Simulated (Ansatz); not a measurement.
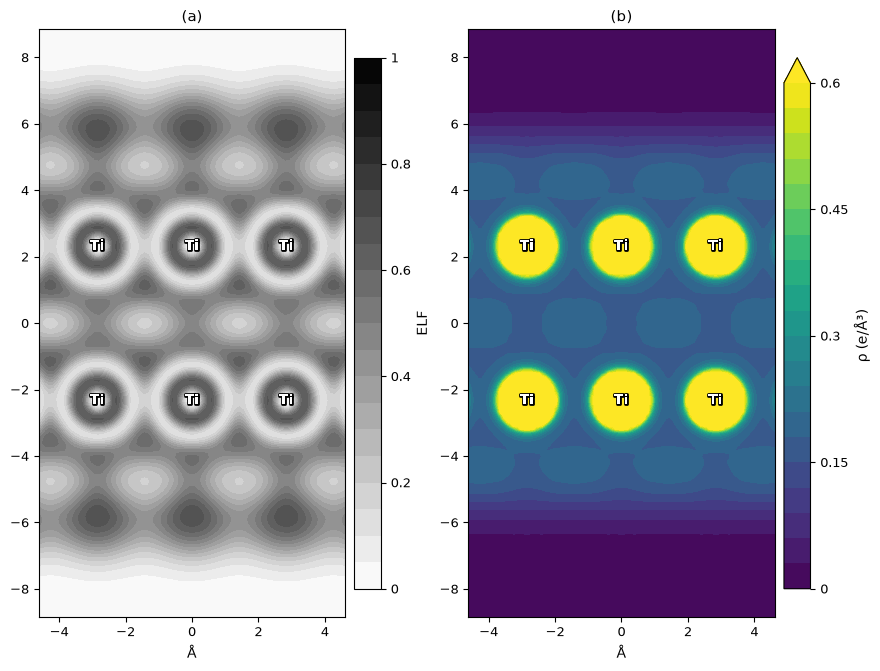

Figure 1: Ti (slab). (a) ELF; (b) valence charge density (pseudo) on the (010) plane of the calculation cell, a cut from vacuum to vacuum.

Not relaxed (largest force 0.5 eV/Å).

All numbers below come from Ansatz 0.2.0, Kohn-Sham DFT of a periodic cell, PBE, Ansatz PAW.

In a PAW calculation such maps are meaningful between the atoms, not at the nuclei.

Q: What do the fields say about this system?

A:
- Atoms in the plane: Ti.
- Ti–Ti (2.84 Å): ρ is about 0.18 e/Å³ halfway; the ELF is about 0.15 at the midpoint; no shared electron pair shows on this line.
- The density dies away to nearly zero in the vacuum.
- The features right at Ti lie inside the PAW spheres, where the map follows smoothed inner orbitals and isn't to be read closely.
